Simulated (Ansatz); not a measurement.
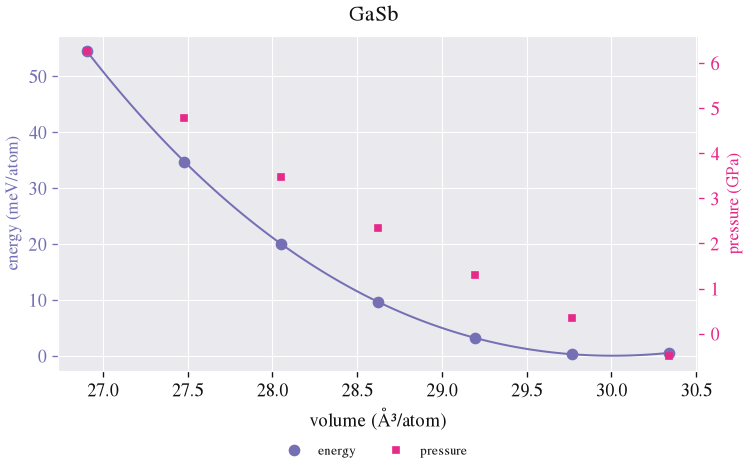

The plot gives the computed energy and pressure against volume for GaSb, space group F-43m (No. 216).

Cell as given: a = 4.326 Å, b = 4.326 Å, c = 4.326 Å, α = 60.00°, β = 60.00°, γ = 60.00°; 2 atoms.

Calculation (Ansatz 0.2.0): plane-wave DFT, no spin polarisation; energies at scaled volumes of the given cell, shape and fractions fixed, counted from the fit's minimum, third-order Birch-Murnaghan fit. Level: PBE.

```tsv
setting	value
k mesh	8×8×8
occupations	Fermi–Dirac
smearing width	0.05 eV
potentials	Ansatz PAW small core
wave cutoff	420 eV
density cutoff	1680 eV
```

How stiff is the solid, and where is its volume at rest?

A third-order Birch–Murnaghan fit gives V0 = 30.01 Å³/atom, B0 = 44.3 GPa and B′ = 4.7.

How does the pressure vary with volume?

It falls from 6.26 GPa at volume 26.91 Å³/atom to −0.49 GPa at 30.34 Å³/atom, and changes sign near 30.01 Å³/atom.
